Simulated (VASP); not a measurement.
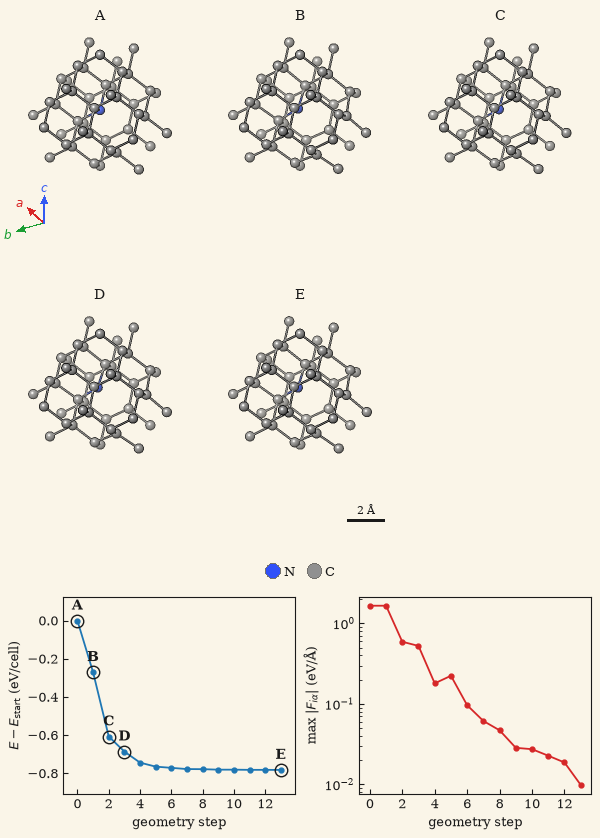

Frames of a relaxation of a defect cell of composition C214N (cell charge −1), marked on the history of the run. A ball-and-stick model of the atoms within 4.2 Å of the atom that moves most (axes of the cell of the calculation), seen from a free direction.

The run lets the atoms move in a fixed cell.

Computed with Kohn-Sham DFT of a periodic cell, PBE, VASP PAW PBE potentials, recommended in VASP 6.6.1.

The input:
```
ALGO = Normal ; EDIFF = 1E-6
EDIFFG = -0.015 ; ENCUT = 420
FERDO = 429*1.0 1.0 0.0 0.0 16*0.0 ; FERWE = 432*1.0 16*0.0
GGA = PE ; IBRION = 2
ISIF = 2 ; ISMEAR = -2
ISPIN = 2 ; ISYM = 0
LASPH = T ; LCHARG = F
LORBIT = 11 ; LREAL = Auto
LUSENCCL = F ; LWAVE = F
MAGMOM = 0 0 0 0 0 0 0 0 0 0 0 0 0 0 0 0 0 0 0 0 0 0 0 0 0 0 0 0 0 0 0 0 0 0 0 0 0 0 0 0 0 0 0 0 0 0 0 0 0 0 0 0 0 0 0 0 0 0 0 0 0 0 0 0 0 0 0.66 0 0 0 0 0 0 0 0 0 0 0 0 0 0 0 0 0 0 0 0 0 0 0 0 0 0 0 0 0 0 0 0 0 0 0 0 0 0 0 0 0 0 0 0 0 0 0 0 0 0 0 0 0 0 0 0 0 0 0 0 0 0 0 0 0 0 0 0 0 0 0 0 0 0 0 0 0 0 0 0 0 0 0 0 0 0 0 0 0 0 0 0 0 0 0 0 0 0.66 0 0 0 0 0 0 0 0 0 0 0 0 0 0 0 0 0 0 0 0 0 0 0 0 0 0 0 0 0 0 0 0 0 0.66 0 0 0 0 0 0 0 0 0 0 0 0 0 0 0 0 ; NBANDS = 448
NELECT = 862 ; NELM = 80
NSW = 30 ; PREC = Accurate
```

Launched with:
```bash
cat potpaw_PBE.64/N/POTCAR potpaw_PBE.64/C/POTCAR > POTCAR
mpirun -np 1 vasp_gam > vasp.out
```

Question: Describe the path.

Answer: The largest move is that of the N atom, 0.15 Å along [1 1 1]. Largest moves by element: N 0.15 Å, C 0.10 Å. The cell doesn't change. Among the contacts that change: C–N 1.547 → 1.475 Å, C–C 1.547 → 1.491 Å, C–C 1.547 → 1.558 Å. Bond angles that change, for instance: C–C–C 109.5° → 113.2°, C–N–C 109.5° → 113.2°, C–C–C 109.5° → 112.0°. After 13 geometry steps the energy has fallen by 0.782 eV per cell of the calculation. The largest force component goes from 1.7 to 0.0099 eV/Å. From step 0 to 1: the N atom moves most (0.14 Å), energy −0.270 eV per cell of the calculation. From step 1 to 2: the N atom moves most (0.06 Å), energy −0.337 eV per cell of the calculation. From step 2 to 3: the N atom moves most (0.08 Å), energy −78.9 meV per cell of the calculation. From step 3 to 13: C atoms move most (0.02 Å), energy −96.3 meV per cell of the calculation.

Limits of the set-up: the cell is charged, on a uniform background, and energies carry no finite-size correction.
